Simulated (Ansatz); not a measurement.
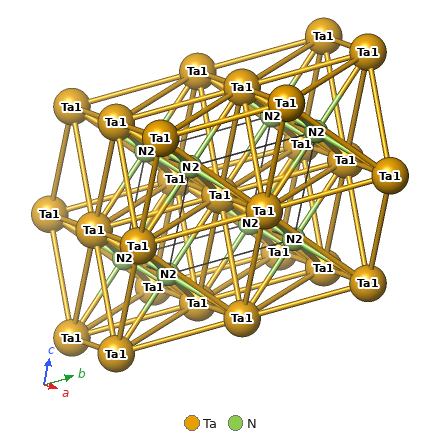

Three computed energy maps of cells of TaN. The picture above is the structure of the first map.

Map 1

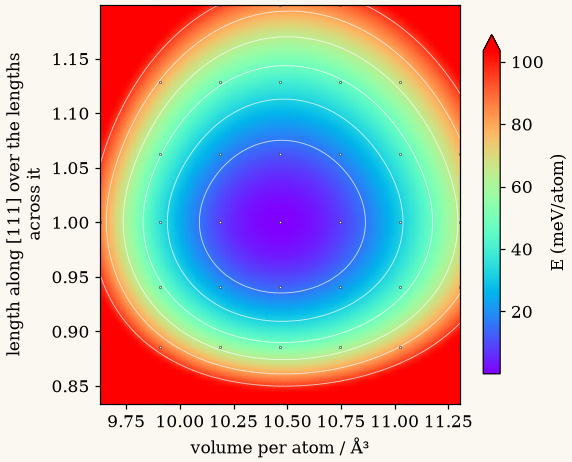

TaN (Fm-3m, No. 225; 2 atoms in the cell). The energy is mapped over volume and the cell's shape. Coordinates scanned: (1) volume per atom; (2) length along [111] over the lengths across it, relative to the cubic cell. Nothing is relaxed (symmetry fixes all fractional coordinates). Grid: 7 × 7 points. Points are written as (first, second). Energies: meV/atom, counted from the lowest grid point. Level of theory: Ansatz 0.2.0, DFT PBEsol, scalar-relativistic, plane waves, PAW. Settings: cutoff 520 eV, k-mesh 20×20×20, gaussian smearing 0.15 eV, no spin polarisation.

In the figure: a smooth colour map with a few white contour lines, dots at the grid points, one colour for all values above the top of the scale. Between grid points the surface is interpolated.

Map 2

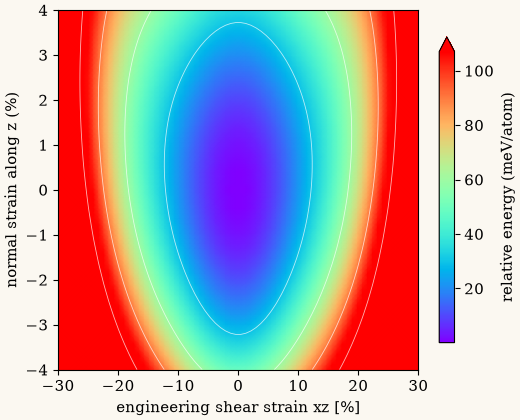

TaN (Fm-3m, No. 225; 2 atoms in the cell). The energy is mapped over two homogeneous strains (x, y and z along the cube axes). The first coordinate is: engineering shear strain xz; the second: normal strain along z. Nothing is relaxed (symmetry fixes all fractional coordinates). The scan uses a 7 × 7 grid; 28 points were computed and 21 follow by symmetry. Points are written as (first, second). All energies are given in meV/atom relative to the lowest grid point. Computed with Ansatz 0.2.0, DFT PBEsol, scalar-relativistic, plane waves, PAW. Settings: cutoff 520 eV, k-mesh 18×18×18, gaussian smearing 0.15 eV, no spin polarisation.

The picture shows a smooth colour map with a few white contour lines, one colour for all values above the top of the scale. Between grid points the surface is interpolated.

Map 3

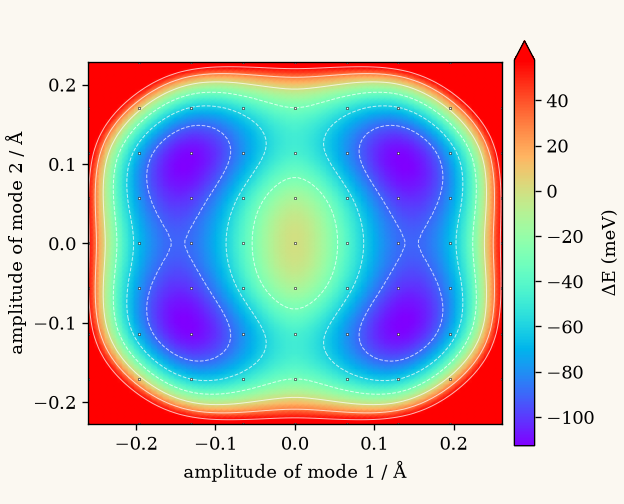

TaN (Fm-3m, No. 225; 4 atoms in the cell). The energy is mapped over two normal modes frozen in (zone-centre modes of the 4-atom cell of this scan, which folds in the wave vector (0, 1/2, 1/2) of the primitive cell). Coordinates scanned: (1) amplitude of mode 1 (273i cm⁻¹), largest displacement; (2) amplitude of mode 2 (76i cm⁻¹), largest displacement. Nothing is relaxed (the cell and all other modes fixed). The scan uses a 9 × 9 grid; 25 points were computed and 56 follow by symmetry. Points are written as (first, second). Energies: meV per cell, counted from the relaxed high-symmetry cell. Theory: DFT PBEsol, scalar-relativistic, plane waves, PAW in Ansatz 0.2.0. Settings: cutoff 520 eV, k-mesh 14×14×10 in the order of the run's cell vectors, gaussian smearing 0.15 eV, no spin polarisation.

Drawn: a smooth colour map with a few white contour lines, dots at the grid points, one colour for all values above the top of the scale. Between grid points the surface is interpolated.

### Summarise the maps one by one.

Map 1: The lowest grid point is at (10.467 Å³, 1.000). It is the only kind of minimum in the scanned range. The highest grid point, (9.629 Å³, 0.834), lies 213 meV/atom above the lowest. Round the minimum the two coordinates are nearly uncoupled.
Map 2: The lowest grid point is at (0 %, 0.00 %). No other kind of well shows on this grid. The highest grid point, (−30 %, −4.00 %), lies 309 meV/atom above the lowest. Round the minimum the two coordinates are nearly uncoupled.
Map 3: The lowest grid point is at (−0.131 Å, −0.114 Å), −111 meV from the relaxed high-symmetry cell; the map holds 4 wells of about this depth. The reference structure, at (0.000 Å, 0.000 Å), is a maximum of this map. No other kind of well shows on this grid. Relaxing all atoms from the lowest point lowers the energy by a further 60 meV. The highest grid point, (−0.261 Å, −0.228 Å), lies 535 meV above the lowest. On the interpolated surface the easiest way out of the lowest well to a well of about the same depth near (−0.131 Å, 0.114 Å) passes a barrier of about 22 meV, counted from the interpolated bottom of the well. The reference (Fm-3m) is not the lowest structure on this map: a distortion lowers the energy (space group C2/m at the lowest grid point).

### Maps 1, 2, 3 start from a relaxed reference structure. Do they show a way to lower its energy?

Yes. In map 3 the point (−0.131 Å, −0.114 Å) lies 111 meV below the reference. Elsewhere the reference is the lowest point.

PAW datasets: the set soft_1.
